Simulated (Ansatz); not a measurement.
# Si₁₂₈C₁₂₇: geometry relaxation (part 4 of 4)

Continued. System: Si₁₂₈C₁₂₇ (defect cell, 255 atoms in the cell). Method: DFT, PBEsol, PAW, plane waves (Ansatz 0.2.0); cutoff 420 eV, 1×1×1 k-mesh, Fermi–Dirac smearing of 0.01 eV. 

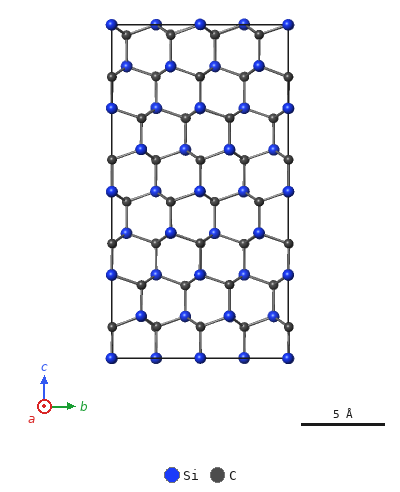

Figure 1. The input geometry (ball-and-stick view of the cell of the calculation, along the a axis).

**Log, continued**
```
    - { symbol: C, position: [0.12517923709429196, 0.7483876819344953, 0.5935845350409696] }
    - { symbol: C, position: [0.7499358301853792, 0.00022163147054675322, 0.09369341381611504] }
    - { symbol: C, position: [0.7503190615081079, -0.00037162553901144853, 0.5936438798019242] }
    - { symbol: C, position: [0.6248238668300654, 0.25019338681282083, 0.09377881049016763] }
    - { symbol: C, position: [0.6245925482106786, 0.24560408701904754, 0.5944162720891789] }
    - { symbol: C, position: [0.4998717156578547, 0.5002395700037868, 0.09368727251452694] }
    - { symbol: C, position: [0.3748685994358906, 0.7503001958196256, 0.09357837754123183] }
    - { symbol: C, position: [0.37266882934372136, 0.7520856856850061, 0.592039127714341] }
    - { symbol: C, position: [0.8748501377255744, 0.2500917688519713, 0.09381430009890389] }
    - { symbol: C, position: [0.8744485422326553, 0.24973467911204952, 0.5938390393886869] }
    - { symbol: C, position: [0.749882504853473, 0.5001656339804047, 0.09370073152326286] }
    - { symbol: C, position: [0.7407604943413898, 0.49794622418938417, 0.5942125659591941] }
    - { symbol: C, position: [0.6248762164044164, 0.7503003677178084, 0.09357504422236065] }
    - { symbol: C, position: [0.6270923204210097, 0.7521598393633658, 0.5920547879196173] }
    - { symbol: C, position: [0.8748418884773695, 0.7502932935934203, 0.09353982690060743] }
    - { symbol: C, position: [0.8744517423954155, 0.7483042315576348, 0.593578616955242] }
    - { symbol: C, position: [-0.0001091431507646599, 1.0012672225615327, 0.34379283280046985] }
    - { symbol: C, position: [0.9998744080287701, 0.9988686153923535, 0.8435837484277587] }
    - { symbol: C, position: [0.2500819612916208, 0.0022191054458981434, 0.3436276343579278] }
    - { symbol: C, position: [0.25003974417205793, 0.9984627360356022, 0.8436420913277185] }
    - { symbol: C, position: [0.1249667645583792, 0.2515689923026889, 0.34388003150594876] }
    - { symbol: C, position: [0.12492421287390656, 0.24881705721822472, 0.8438082551950291] }
    - { symbol: C, position: [0.9999029875679146, 0.5014739150867135, 0.34396983935999126] }
    - { symbol: C, position: [-0.00012790721439464572, 0.49874167928732877, 0.8435471855154415] }
    - { symbol: C, position: [0.49989292658843526, 0.002044296313259807, 0.34365940077873863] }
    - { symbol: C, position: [0.4998760742389687, -0.0016866172848606837, 0.8437213151741039] }
    - { symbol: C, position: [0.3758661231626038, 0.2527617759827309, 0.34488102490899036] }
    - { symbol: C, position: [0.3749240521261868, 0.24799957986522186, 0.844519918228105] }
    - { symbol: C, position: [0.24976697736201928, 0.5012319402189737, 0.34347665289489315] }
    - { symbol: C, position: [0.24973063218426308, 0.4989521932925405, 0.8439834369293988] }
    - { symbol: C, position: [0.12486198000049772, 0.7511534361044104, 0.343691909149605] }
    - { symbol: C, position: [0.12491740405700351, 0.7486554799109664, 0.8434498927244138] }
    - { symbol: C, position: [0.7497049838245589, 0.002235933290528802, 0.34361882975361824] }
    - { symbol: C, position: [0.7497179398990086, 0.9984824357467632, 0.8436368769538551] }
    - { symbol: C, position: [0.6239154526427098, 0.25277021181055603, 0.344877066534236] }
    - { symbol: C, position: [0.6248242467531272, 0.24802761082041283, 0.8444947178910759] }
    - { symbol: C, position: [0.499908947823003, 0.5028155160858044, 0.34360577861481234] }
    - { symbol: C, position: [0.4998715489687089, 0.49911076863922654, 0.8439264793514796] }
    - { symbol: C, position: [0.37471746148602225, 0.7523757978998578, 0.3431392042201514] }
    - { symbol: C, position: [0.37569941814612384, 0.7478362404540639, 0.8421511608424116] }
    - { symbol: C, position: [0.8748269774586532, 0.2515796444819659, 0.34387811437549337] }
    - { symbol: C, position: [0.8748280966483597, 0.24882348527139003, 0.8438032542262821] }
    - { symbol: C, position: [0.7500422184429401, 0.5012172490335944, 0.3434473528093752] }
    - { symbol: C, position: [0.7500080931580798, 0.4989287700094228, 0.843955319324579] }
    - { symbol: C, position: [0.6250689902239122, 0.7523991231404492, 0.34311812939776465] }
    - { symbol: C, position: [0.6240595069194096, 0.747845533857565, 0.8421551911404974] }
    - { symbol: C, position: [0.8749130836393639, 0.7511574191688823, 0.34368164013365066] }
    - { symbol: C, position: [0.8748202447961044, 0.7486644135709801, 0.8434470012530068] }
    - { symbol: C, position: [0.9998776896468072, 0.16753283508157688, 0.21917457417229996] }
    - { symbol: C, position: [-0.00014374030852491103, 0.16549061683700164, 0.7190895051509058] }
    - { symbol: C, position: [0.250234550736545, 0.16805444088051394, 0.21935473350178716] }
    - { symbol: C, position: [0.24974826435492134, 0.16442375727739902, 0.7193737454145253] }
    - { symbol: C, position: [0.12474916949147413, 0.41754875483425197, 0.21900908247100856] }
    - { symbol: C, position: [0.12519163109361273, 0.41519549346944606, 0.7190357224654814] }
    - { symbol: C, position: [0.9998770514557128, 0.6675555954387659, 0.2189230519754854] }
    - { symbol: C, position: [0.9998501822379687, 0.6652393449621711, 0.7188346723635017] }
    - { symbol: C, position: [0.4998695081946318, 0.16792912532109064, 0.21926529339013973] }
    - { symbol: C, position: [0.49984514480979825, 0.16428309817588477, 0.7194440664108649] }
    - { symbol: C, position: [0.37492650928858223, 0.4177339485191332, 0.21908871994978782] }
    - { symbol: C, position: [0.3742399837258134, 0.41282409101523543, 0.721792228398279] }
    - { symbol: C, position: [0.24984690637105095, 0.6675842797623601, 0.2188905784856214] }
    - { symbol: C, position: [0.24971819670116566, 0.6645611054219481, 0.7184930744372849] }
    - { symbol: C, position: [0.12495570145382393, 0.9176136529328814, 0.2190880336115189] }
    - { symbol: C, position: [0.12482135064881265, 0.9150281572323087, 0.7189173817640986] }
    - { symbol: C, position: [0.7495145442108138, 0.16806118631302727, 0.21934918739005227] }
    - { symbol: C, position: [0.7499612558722165, 0.16446614927408265, 0.7193636154205152] }
    - { symbol: C, position: [0.6248236278933375, 0.4177338965103081, 0.21908041807904868] }
    - { symbol: C, position: [0.6253670629478144, 0.4128636556164438, 0.7217249137192661] }
    - { symbol: C, position: [0.4998709768660746, 0.6677899819480608, 0.21884501507969584] }
    - { symbol: C, position: [0.49988475145480193, 0.6596486063784255, 0.7129126169292125] }
    - { symbol: C, position: [0.3748861216869941, 0.917956512431125, 0.2188601022277553] }
    - { symbol: C, position: [0.375120865720594, 0.9143551091762366, 0.7186299805036889] }
    - { symbol: C, position: [0.8750146179399945, 0.41755362643123417, 0.21900195937489372] }
    - { symbol: C, position: [0.87451949068329, 0.4152175686151628, 0.7190167658307812] }
    - { symbol: C, position: [0.7499000368391571, 0.667587162491365, 0.2188813506343775] }
    - { symbol: C, position: [0.7500047607624456, 0.6645606859994895, 0.7184850743073526] }
    - { symbol: C, position: [0.6248615674449388, 0.9179679858887979, 0.21885167283202306] }
    - { symbol: C, position: [0.624603604422433, 0.9143791360390249, 0.7186236181504115] }
    - { symbol: C, position: [0.8747921489600858, 0.9176204150670692, 0.21908292679769303] }
    - { symbol: C, position: [0.8748736691813995, 0.9150330177123379, 0.7189083965329351] }
    - { symbol: C, position: [0.12467102280567267, 0.08510277840538819, 0.4690666483898795] }
    - { symbol: C, position: [0.12493616752282863, 0.08272196611454861, 0.9689938762692398] }
    - { symbol: C, position: [0.999913789781969, 0.33460724870024644, 0.4692225271092751] }
    - { symbol: C, position: [0.9998872592470609, 0.3327583830337246, 0.9690965648155945] }
    - { symbol: C, position: [0.3754646162062617, 0.08632183526756178, 0.4692940068987775] }
    - { symbol: C, position: [0.37492687349760795, 0.08253686192708808, 0.969234160134721] }
    - { symbol: C, position: [0.25022274439406544, 0.3348303143961654, 0.4694171046106512] }
    - { symbol: C, position: [0.24986395390108487, 0.33279149003459, 0.9691764213856914] }
    - { symbol: C, position: [0.12546731104104447, 0.5839695940537706, 0.4696250841331992] }
    - { symbol: C, position: [0.12477873058284938, 0.582800772468954, 0.9690222423222284] }
    - { symbol: C, position: [-0.00012199871739744334, 0.8341993549859281, 0.4690482666023127] }
    - { symbol: C, position: [0.9998904344154655, 0.8328297070335196, 0.9688382416202045] }
    - { symbol: C, position: [0.624329940342709, 0.0863271979991792, 0.46927689863655897] }
    - { symbol: C, position: [0.6248419444141289, 0.08254386776864446, 0.9692236457690022] }
    - { symbol: C, position: [0.49990113562860633, 0.3440868425299626, 0.4740042013180081] }
    - { symbol: C, position: [0.4998884433156484, 0.33288872967945915, 0.9691838234064023] }
    - { symbol: C, position: [0.3725031823846121, 0.5884697369425588, 0.4672865727127633] }
    - { symbol: C, position: [0.3748292988805032, 0.5828880021370785, 0.9689613024057449] }
    - { symbol: C, position: [0.24869989466894882, 0.8367966828191693, 0.468283546438153] }
    - { symbol: C, position: [0.2501610599942641, 0.8325353009723299, 0.9685496101889839] }
    - { symbol: C, position: [0.8751307162462448, 0.08511422813380516, 0.4690540925244535] }
    - { symbol: C, position: [0.8748369023820336, 0.08272624887128557, 0.9689912814923135] }
    - { symbol: C, position: [0.7495771716681785, 0.3348250324819184, 0.469405049362117] }
    - { symbol: C, position: [0.7499100740497655, 0.33279018465164806, 0.9691667745227238] }
    - { symbol: C, position: [0.6274158862732447, 0.5884982337956796, 0.46722845707073424] }
    - { symbol: C, position: [0.6249465184987265, 0.5828856061962482, 0.9689557818636781] }
    - { symbol: C, position: [0.4999105664324594, 0.835325408818925, 0.4684815210438725] }
    - { symbol: C, position: [0.49988716828535734, 0.8325189120948517, 0.9686161442838608] }
    - { symbol: C, position: [0.8743496374174337, 0.5839734742683909, 0.46961646229302445] }
    - { symbol: C, position: [0.8749870770413628, 0.5827989517578918, 0.9690105244377634] }
    - { symbol: C, position: [0.7511064652496489, 0.8368140679737747, 0.4682754388919438] }
    - { symbol: C, position: [0.7496139393805772, 0.8325402593198868, 0.968547227940023] }
--- Löwdin populations: 255 sites ---
  site symbol       q [e]
     0     Si      2.9475
     1     Si      2.9468
     2     Si      2.9470
     3     Si      2.9463
     4     Si      2.9473
     5     Si      2.9459
     6     Si      2.9472
     7     Si      2.9462
     8     Si      2.9462
     9     Si      2.9469
    10     Si      2.9493
    11     Si      2.9419
    12     Si      2.9463
    13     Si      2.9427
    14     Si      2.9472
    15     Si      2.9465
    16     Si      2.9470
    17     Si      2.9463
    18     Si      2.9493
    19     Si      2.9419
    20     Si      2.9457
    21     Si      2.9514
    22     Si      2.9458
    23     Si      2.9592
    24     Si      2.9473
    25     Si      2.9461
    26     Si      2.9463
    27     Si      2.9430
    28     Si      2.9458
    29     Si      2.9593
    30     Si      2.9472
    31     Si      2.9463
    32     Si      2.9609
    33     Si      2.9611
    34     Si      2.9614
    35     Si      2.9551
    36     Si      2.9604
    37     Si      2.9753
    38     Si      2.9609
    39     Si      2.9636
    40     Si      2.9605
    41     Si      2.9534
    42     Si      2.9604
    43     Si      3.2652
    44     Si      2.9607
    45     Si      2.9608
    46     Si      2.9611
    47     Si      2.9613
    48     Si      2.9613
    49     Si      2.9554
    50     Si      2.9604
    51     Si      3.2598
    52     Si      2.9605
    53     Si      3.2699
    54     Si      2.9603
    55     Si      2.9532
    56     Si      2.9604
    57     Si      2.9741
    58     Si      2.9608
    59     Si      2.9614
    60     Si      2.9603
    61     Si      2.9526
    62     Si      2.9611
    63     Si      2.9621
    64     Si      2.9603
    65     Si      2.9607
    66     Si      2.9607
    67     Si      2.9608
    68     Si      2.9620
    69     Si      2.9590
    70     Si      2.9608
    71     Si      2.9592
    72     Si      2.9620
    73     Si      2.9605
    74     Si      2.9607
    75     Si      2.9610
    76     Si      2.9620
    77     Si      2.9590
    78     Si      2.9760
    79     Si      2.9583
    80     Si      2.9553
    81     Si      2.9613
    82     Si      2.9582
    83     Si      2.9636
    84     Si      2.9603
    85     Si      2.9607
    86     Si      2.9608
    87     Si      2.9593
    88     Si      2.9549
    89     Si      2.9613
    90     Si      2.9600
    91     Si      2.9635
    92     Si      2.9621
    93     Si      2.9606
    94     Si      2.9582
    95     Si      2.9636
    96     Si      2.9469
    97     Si      2.9472
    98     Si      2.9455
    99     Si      2.9473
   100     Si      2.9454
   101     Si      2.9470
   102     Si      2.9511
   103     Si      2.9463
   104     Si      2.9462
   105     Si      2.9466
   106     Si      2.9504
   107     Si      2.9462
   108     Si      2.9487
   109     Si      2.9465
   110     Si      2.9467
   111     Si      2.9475
   112     Si      2.9452
   113     Si      2.9474
   114     Si      2.9503
   115     Si      2.9462
   116     Si      3.2591
   117     Si      2.9467
   118     Si      2.9395
   119     Si      2.9477
   120     Si      2.9455
   121     Si      2.9469
   122     Si      2.9487
   123     Si      2.9465
   124     Si      2.9395
   125     Si      2.9477
   126     Si      2.9466
   127     Si      2.9476
   128      C      4.9627
   129      C      4.9596
   130      C      4.9625
   131      C      4.9653
   132      C      4.9626
   133      C      4.9616
   134      C      4.9635
   135      C      4.9460
   136      C      4.9632
   137      C      4.9713
   138      C      4.9628
   139      C      4.9533
   140      C      4.9630
   141      C      4.9172
   142      C      4.9625
   143      C      4.9617
   144      C      4.9625
   145      C      4.9647
   146      C      4.9628
   147      C      4.9533
   148      C      4.9630
   149      C      4.9633
   150      C      4.9564
   151      C      4.9626
   152      C      4.9619
   153      C      4.9630
   154      C      4.9175
   155      C      4.9633
   156      C      4.9570
   157      C      4.9625
   158      C      4.9615
   159      C      4.9628
   160      C      4.9628
   161      C      4.9636
   162      C      4.9631
   163      C      4.9630
   164      C      4.9628
   165      C      4.9615
   166      C      4.9623
   167      C      4.9637
   168      C      4.9640
   169      C      4.9569
   170      C      4.9651
   171      C      4.9638
   172      C      4.9639
   173      C      4.9626
   174      C      4.9625
   175      C      4.9637
   176      C      4.9632
   177      C      4.9569
   178      C      4.9650
   179      C      4.9651
   180      C      4.9661
   181      C      4.9647
   182      C      4.9559
   183      C      4.9630
   184      C      4.9628
   185      C      4.9638
   186      C      4.9637
   187      C      4.9648
   188      C      4.9559
   189      C      4.9626
   190      C      4.9625
   191      C      4.9736
   192      C      4.9737
   193      C      4.9718
   194      C      4.9758
   195      C      4.9743
   196      C      4.9725
   197      C      4.9737
   198      C      4.9746
   199      C      4.9730
   200      C      4.9753
   201      C      4.9739
   202      C      4.9652
   203      C      4.9743
   204      C      4.9745
   205      C      4.9736
   206      C      4.9740
   207      C      4.9719
   208      C      4.9757
   209      C      4.9739
   210      C      4.9652
   211      C      4.9745
   212      C      4.9243
   213      C      4.9751
   214      C      4.9728
   215      C      4.9743
   216      C      4.9726
   217      C      4.9743
   218      C      4.9746
   219      C      4.9751
   220      C      4.9728
   221      C      4.9735
   222      C      4.9740
   223      C      4.9745
   224      C      4.9735
   225      C      4.9750
   226      C      4.9738
   227      C      4.9714
   228      C      4.9750
   229      C      4.9745
   230      C      4.9742
   231      C      4.9707
   232      C      4.9746
   233      C      4.9734
   234      C      4.9734
   235      C      4.9714
   236      C      4.9749
   237      C      4.9233
   238      C      4.9739
   239      C      4.9694
   240      C      4.9743
   241      C      4.9775
   242      C      4.9716
   243      C      4.9745
   244      C      4.9736
   245      C      4.9746
   246      C      4.9742
   247      C      4.9700
   248      C      4.9742
   249      C      4.9744
   250      C      4.9732
   251      C      4.9706
   252      C      4.9746
   253      C      4.9776
   254      C      4.9716
  spilling = 0.009767 (of n_electrons = 1020.000000)
```

**Summary**

| quantity | value |
| --- | --- |
| outcome | converged |
| electrons treated | 1020 |
| free energy | −110943.7708 eV |
| Fermi energy | 10.981 eV |
| largest force (length of the vector) at the end | 0.015 eV/Å |
| hardware | 1 × NVIDIA GB300 Max-Q, 8 threads of Arm Neoverse-V2, 125 GiB of memory available, shared host |
| wall time | 30 s (CPU time 44 s) |
| peak memory | 2.9 GiB |

**Notes**

The k-point mesh is coarse for a cell of this size, so the results may not be converged.
